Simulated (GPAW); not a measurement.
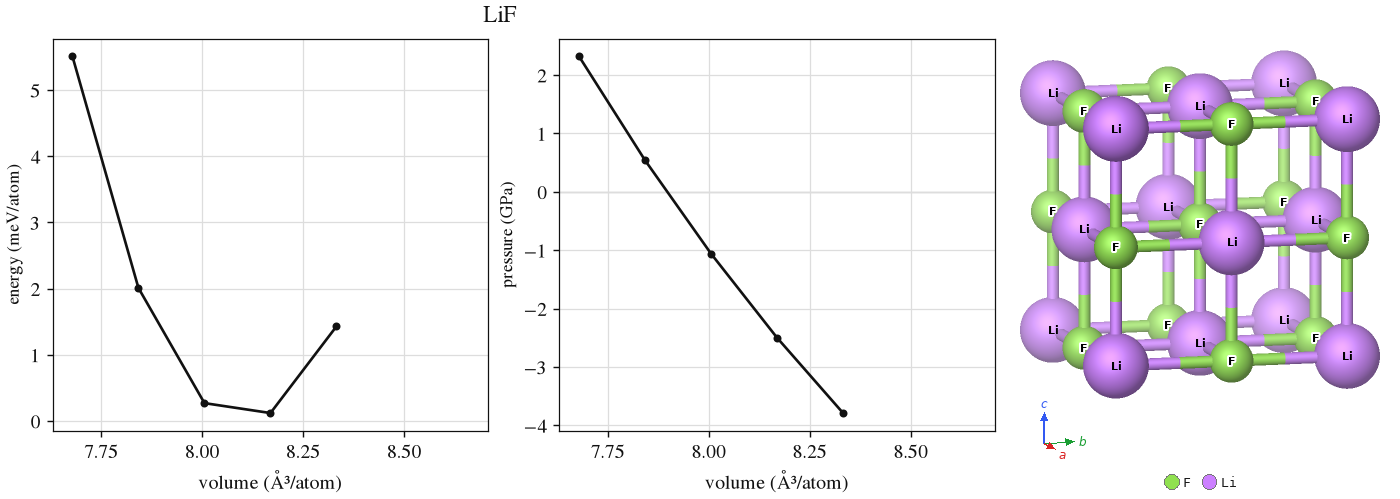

The plot gives the computed energy and pressure against volume for LiF, space group Fm-3m (No. 225). The conventional cell is drawn beside the plot.

Cell as given: a = 2.848 Å, b = 2.848 Å, c = 2.848 Å, α = 60.00°, β = 60.00°, γ = 60.00°; 2 atoms.

Calculation (GPAW 26.7.0): PAW DFT in plane waves, on a grid or in atomic orbitals, no spin polarisation; energies at scaled volumes of the given cell, shape and fractions fixed, counted from the fit's minimum, third-order Birch-Murnaghan fit. Level: PBEsol.

```tsv
setting	value
k mesh	11×11×11
occupations	Fermi–Dirac
smearing width	0.05 eV
potentials	PAW data sets made by gpaw setup for the functional
wave cutoff	800 eV
program settings	basis pw
```

The points at volume 8.4959 Å³/atom and 8.6593 Å³/atom are left out of the plot. What values does the calculation give there?

| volume (Å³/atom) | energy (meV/atom) | pressure (GPa) |
| --- | --- | --- |
| 8.4959 | 4.03 | −4.94 |
| 8.6593 | 7.82 | −5.98 |

Caveats: the fit and the printed pressures don't fully agree.
